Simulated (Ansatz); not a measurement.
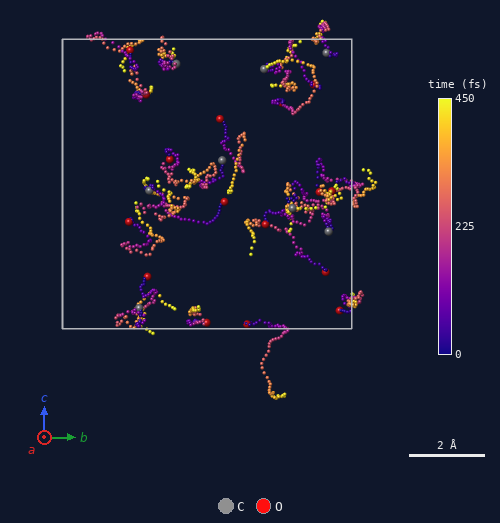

A Born-Oppenheimer molecular dynamics run of a periodic cell with 8 CO2 at 1.23 g/cm³, 450 fs long. Dots mark each atom's position at evenly spaced times, coloured by time; spheres stand at the starting positions. Seen along the a axis in the simulation cell.

These are results of Ansatz 0.2.0, DFT PBE-D3(BJ), scalar-relativistic, plane waves, PAW, not measurements. Set-up: plane-wave cutoff 420 eV; k-point mesh 1 × 1 × 1; Fermi-Dirac smearing 0.02 eV; low-accuracy preset; Langevin thermostat (NVT); set temperature 1500 K; time step 1.5 fs; friction 0.02 per fs.

Question: How do the atoms move?

Answer: Root-mean-square distances from the starting positions over the second half, with the common drift of all atoms taken out: O 1.37 Å, C 0.92 Å. The molecules turn and drift from their places. The mean temperature in the second half is 1485 K (standard deviation 256 K). The potential energy in the second half lies on average 123 meV per atom above the first frame.

Limits of the set-up: the program's low-accuracy preset was used; the periodic images lie only 7.8 Å apart, so the values are limited by the cell's size.
